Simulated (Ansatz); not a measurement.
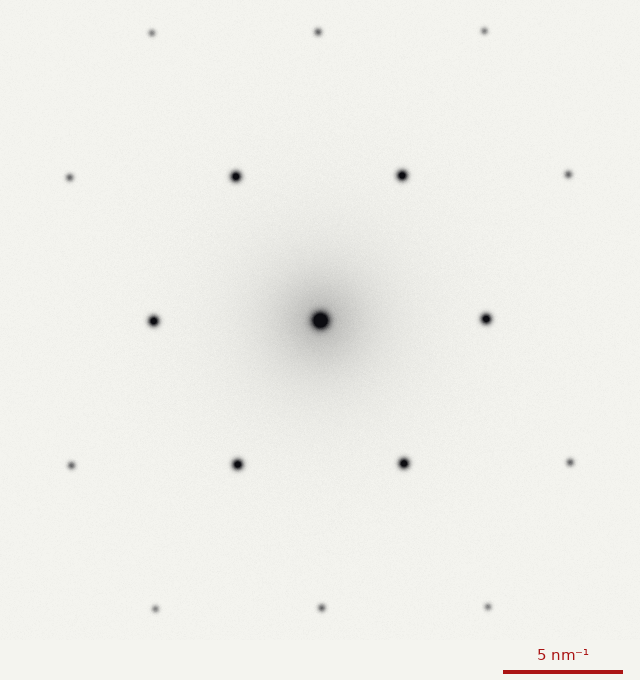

Kinematic zone-axis pattern, calculated for 80 keV electrons with B = 0.8 Å².

It belongs to B, space group Fd-3m (No. 227), a = 4.03 Å. Structure: the input geometry of an electronic-structure calculation (not necessarily at equilibrium); the starting structure was generated, so it need not be a known form of this composition.

```
B
1.0
     4.03294    0.00000    0.00000
     0.00000    4.03294    0.00000
     0.00000    0.00000    4.03294
B
8
Direct
  0.75000 0.75000 0.75000
  0.00000 0.50000 0.00000
  0.75000 0.25000 0.25000
  0.00000 0.00000 0.50000
  0.25000 0.75000 0.25000
  0.50000 0.50000 0.50000
  0.25000 0.25000 0.75000
  0.50000 0.00000 0.00000
```

Q: Measure the pattern against the scale bar and name the zone.

A: The spots form a hexagonal net with both shortest vectors at d = 1.43 Å, 60.0° apart. They index as -2 2 0 and -2 0 2, so the zone axis is [111] (or an equivalent direction of <111>).

Q: List the strongest reflections.

A: Strongest reflections with d > 0.80 Å, one of each family (|F|² from tabulated Gaussian fits of the electron scattering factors, times a small damping for the curvature of the Ewald sphere):

```tsv
hkl	d (Å)	I (strongest = 100)
2 0 -2	1.426	100
4 -2 -2	0.823	9
```
